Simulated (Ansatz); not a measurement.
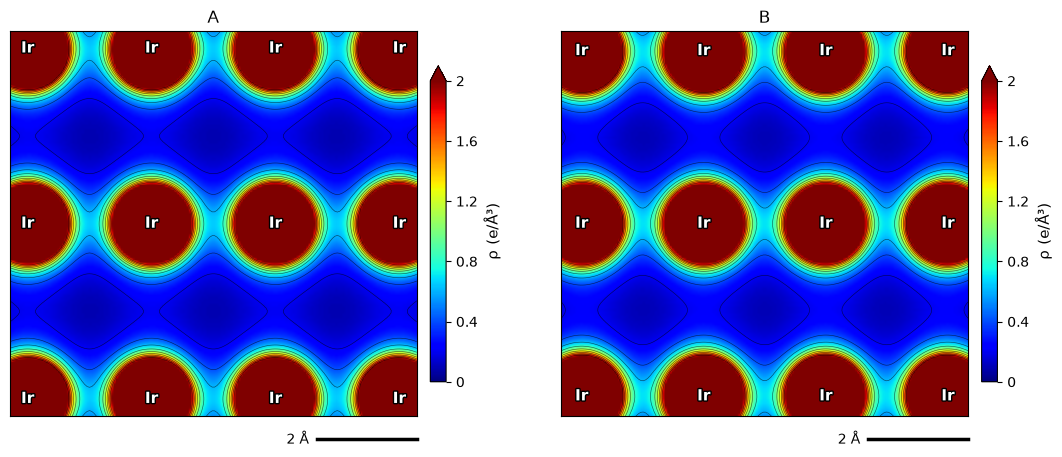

Ir. The valence pseudo-density of two cells that differ in size, on the (011) plane of each (indices in the axes of the calculation cell), at one length scale and on one colour scale; one has 14.6 and the other 15.3 Å³ an atom.

Method: Ansatz, DFT, m-r2SCAN, plane waves (500 eV) with PAW, scalar-relativistic.

The larger cell:

```xyz
1
Lattice="2.4829 0.0000 0.0000 0.0000 2.4829 0.0000 0.0000 0.0000 2.4829" Properties=species:S:1:pos:R:3 pbc="T T T"
Ir    0.0000    0.0000    0.0000
```

The smaller cell: a = 2.446 Å, b = 2.446 Å, c = 2.446 Å, α = 90.00°, β = 90.00°, γ = 90.00°.

Which is the denser cell? Describe the effect of the change.

Panel B is the smaller cell, by 4 % in volume. From the larger cell to the smaller, Ir–Ir goes from 2.48 to 2.45 Å, and the density at its midpoint from 0.65 to 0.7 e/Å³; the pressure goes from 27 to 46 GPa.
